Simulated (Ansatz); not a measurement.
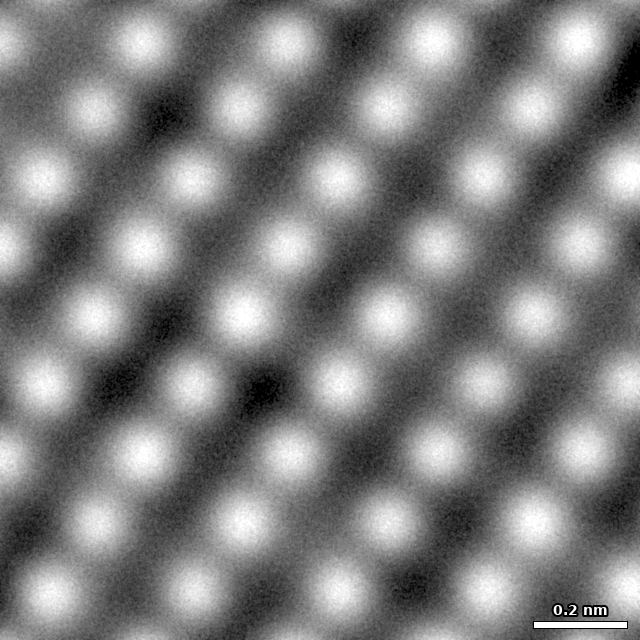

Integrated-DPC-like image of Sc (Im-3m, No. 229) along [110]. Simulated as the projected potential of neutral atoms (B = 0.8 Å²) blurred by a 0.92 Å probe, the thin-sample limit of integrated differential phase contrast. The display is stretched by a gamma of 0.65; percentages refer to the linear signal. Shot noise and the speckle of an amorphous layer were added. Atomic positions: the input geometry of a calculation; the starting structure was generated, so it need not be a known form of this composition.

**What can be read from this image?**

The columns repeat on a rectangular net of 1.84 × 2.61 Å (plane group p2mm). All columns are alike (Sc). The shortest distance between visible columns is 1.84 Å in projection. Along the beam the structure repeats every 5.21 Å.
